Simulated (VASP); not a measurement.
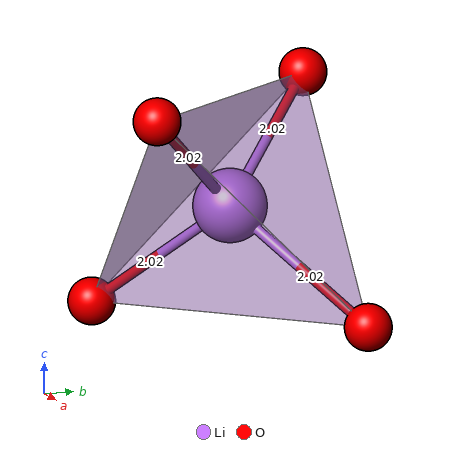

Coordination of Li in Li2O (Fm-3m); bond lengths in Å. The shape measure S (0 to 100) is the computed least-squares distance from an ideal polyhedron; S = 0 means ideal. Source: a cell listed in the Materials Project, as set up for an electronic-structure calculation.

Name the coordination polyhedron and say how regular it is.

Answer. LiO4: an essentially ideal tetrahedron (coordination number 4, S = 0.00; next best see-saw, S = 9.8).

Does the central atom sit at the centroid of its ligands?

Answer. Yes, to within 0.01 Å; the site symmetry is -43m.
